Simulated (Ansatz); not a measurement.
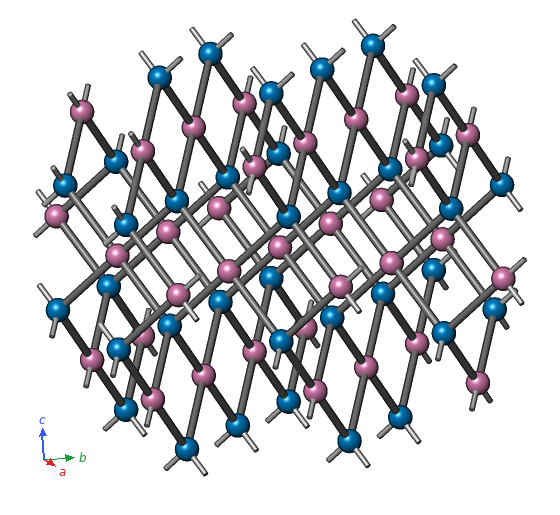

The picture shows a finite piece of the underlying net of a crystal structure, nodes on the atoms' positions. Nodes are coloured by topological kind. Short stubs are edges that leave the cut-out.

### Classify the net: periodicity, connectivity, name.

A binodal (4,4)-connected, three-periodic net. It is the pts net, known from cooperite, PtS.

### Give point symbol and coordination sequence of each kind of node.

4-connected node: 4^2.8^4, sequence 4, 10, 24, 42, 64, 90; 4-connected node: 4^2.8^4, sequence 4, 10, 24, 42, 64, 92.

Origin of the net. The compound is CuO (space group C2/c, No. 15), taken as the input geometry of an electronic-structure calculation (not necessarily at equilibrium). Bonds are taken as Cu–O below 2.3 Å. The graph is simplified in the usual way: terminal and isolated atoms are pruned, two-connected atoms become edges. O is a 4-connected node; Cu is a 4-connected node, in the ratio 1:1.
